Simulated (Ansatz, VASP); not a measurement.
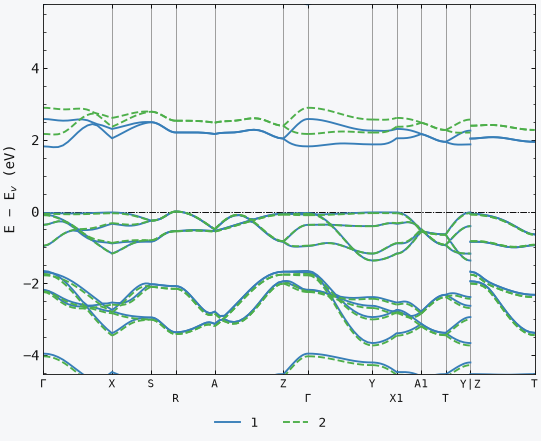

Band structures of Br, space group Cmce, 4 atoms in the primitive cell (a = 4.09 Å, b = 4.09 Å, c = 8.70 Å, α = 90.00°, β = 90.00°, γ = 69.26°), by two methods on the same cell. Each is counted from its own valence-band top.

> Which curve is which? The methods: PBEsol (Ansatz), r2SCAN (VASP).

1 is PBEsol (Ansatz); 2 is r2SCAN (VASP). PBEsol (Ansatz) gives a gap of 1.79 eV along the path and r2SCAN (VASP) gives a gap of 2.15 eV along the path.

Settings. PBEsol (Ansatz): Ansatz PAW, no spin polarisation, no spin-orbit coupling, 7×7×3 k mesh, 420 eV cutoff, Fermi-Dirac smearing of 0.05 eV (Ansatz). r2SCAN (VASP): VASP PAW PBE potentials, release 64 (Br), no spin polarisation, no spin-orbit coupling, 8×8×4 k mesh, 520 eV cutoff, Gaussian smearing of 0.02 eV (VASP).

In reduced coordinates of the cell that was run, X is (0.369, −0.369, 0), S is (0, −0.5, 0), R is (0, −0.5, −0.5), A is (0.369, −0.369, −0.5), Z is (0, 0, −0.5), Y is (−0.5, −0.5, 0), X1 is (−0.369, −0.631, 0), A1 is (−0.369, −0.631, −0.5) and T is (−0.5, −0.5, −0.5). The two runs differ in program as well. Spin-orbit coupling is left out, which matters for Br. The PAW data sets were made with another functional. LDA, GGA and most meta-GGA functionals understate gaps.
